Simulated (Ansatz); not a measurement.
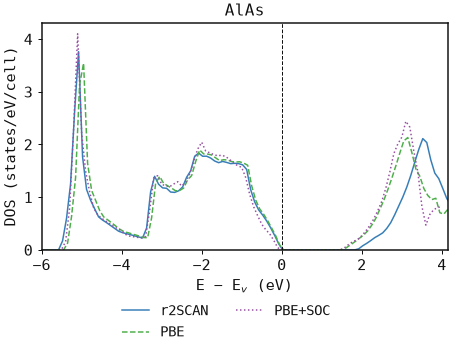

Total densities of states of AlAs, space group F-43m, 2 atoms in the cell, by three methods on the same cell. Each is counted from its own valence-band top.

Question: How do the methods compare?

Answer: r2SCAN gives a gap of 1.85 eV, PBE gives a gap of 1.50 eV and PBE+SOC gives a gap of 1.41 eV.

Settings. r2SCAN: DFT r2SCAN, scalar-relativistic, plane waves, PAW, no spin polarisation, 8×8×8 k mesh, 500 eV cutoff, Gaussian smearing of 0.02 eV (Ansatz 0.2.0). PBE: DFT PBE, scalar-relativistic, plane waves, PAW, no spin polarisation, 8×8×8 k mesh, 420 eV cutoff (Ansatz). PBE+SOC: DFT PBE, spin-orbit coupling, plane waves, PAW, 8×8×8 k mesh, 420 eV cutoff, Gaussian smearing of 0.02 eV (Ansatz).
